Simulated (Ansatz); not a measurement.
System: CaO, space group Fm-3m (No. 225) (one of a set of cubic test structures, which need not be the stable phase).

One of the inputs:
```
crystal:
  lattice:
    - [0.0, 2.398791457936, 2.398791457936]
    - [2.398791457936, 0.0, 2.398791457936]
    - [2.398791457936, 2.398791457936, 0.0]
  atoms:
    - { symbol: Ca, position: [0.0, 0.0, 0.0] }
    - { symbol: O, position: [0.5, 0.5, 0.5] }
kpoints:
  mp_grid: { grid: [4, 4, 4] }
hamiltonian:
  xc: hse06
  pseudopotentials: { kind: paw, source: ansatz }
scf:
  occupations: { method: fermi_dirac, width: 0.05 }
  convergence: { dr2_threshold: "1e-10 eV" }
  exx: { energy_threshold: "2e-8 eV", singularity: regularized }
output:
  forces: true
  stress: true
  eigenvalues: true
```

Run as:
```bash
ansatz run input.yaml --threads 2
```

How it was computed, with Ansatz 0.2.0 development build: equation of state of a cubic crystal from periodic Kohn-Sham density functional theory without spin, third-order Birch-Murnaghan fit to the free energies; pressure corrected for the finite basis. Level: HSE06.

```tsv
setting	value
structure type	rock salt
atoms in cell	2
space group number	225
lattice centring	face-centred primitive
k mesh	4×4×4
occupation method	Fermi–Dirac
occupation width	0.05 eV
wave cutoff	930 eV
datasets	hand-made PAW
density tolerance	0 eV
bands	12
density cutoff ratio	5
search for lower states	default
exchange singularity	regularized
```

Describe the result: the energy above the lowest point and pressure against volume. The volume takes the values 12.96, 13.38, 13.80, 14.23, 14.65 Å³/atom.

A third-order Birch–Murnaghan fit gives V0 = 13.81 Å³/atom, B0 = 115 GPa and B′ = 4.3. The energy above the lowest point is 21.0 meV/atom at volume 12.96 Å³/atom and 16.4 meV/atom at 14.65 Å³/atom; the lowest computed point is at volume 13.80 Å³/atom (0.0 meV/atom). The pressure falls from 8.4 GPa at volume 12.96 Å³/atom to −6.0 GPa at 14.65 Å³/atom, and changes sign near 13.81 Å³/atom.

```
volume (Å³/atom)  energy above the lowest point (meV/atom)  pressure (GPa)
           12.96                                      21.0             8.4
           13.38                                       5.0             3.9
           13.80                                       0.0             0.1
           14.23                                       4.3            -3.2
           14.65                                      16.4            -6.0
```

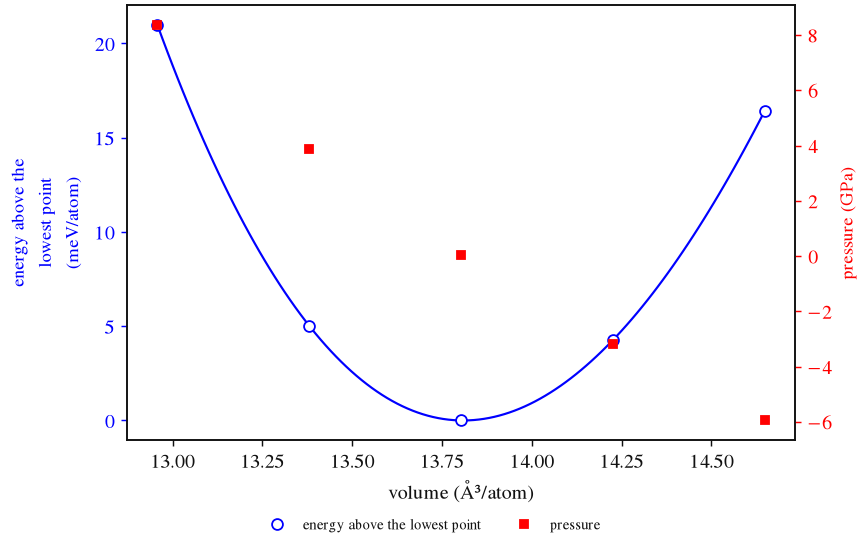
